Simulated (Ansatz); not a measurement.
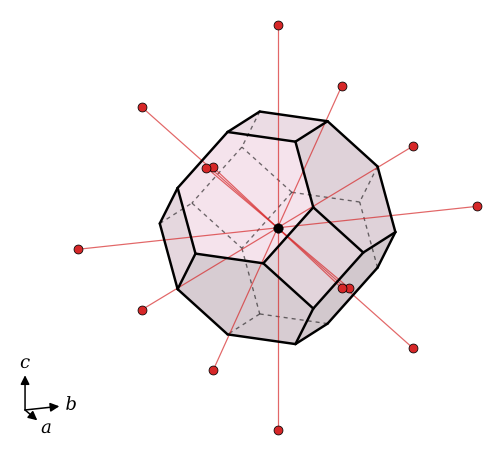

For C, the input geometry of an electronic-structure calculation (not necessarily at equilibrium); the starting structure was generated, so it need not be a known form of this composition: the Wigner–Seitz cell of the crystal's lattice, with lines to the lattice points that define its faces. All values are computed from the atomic coordinates in the standard setting (tolerance 0.002 Å).

a = 2.374 Å, b = 2.374 Å, c = 2.374 Å, α = 90.00°, β = 90.00°, γ = 90.00°; space group No. 229, Im-3m.

### What is the cell's combinatorial type?

A truncated octahedron: 14 faces (6 with 4 edges, 8 with 6 edges), 36 edges, 24 vertices. Its volume is that of the primitive cell, 6.7 Å³.

### Which lattice vectors do the faces bisect?

| example | length (Å) | faces | edges of each | area (Å²) |
| --- | --- | --- | --- | --- |
| 1/2 a + 1/2 b + 1/2 c | 2.06 | 8 | 6 | 1.8 |
| a | 2.37 | 6 | 4 | 0.7 |
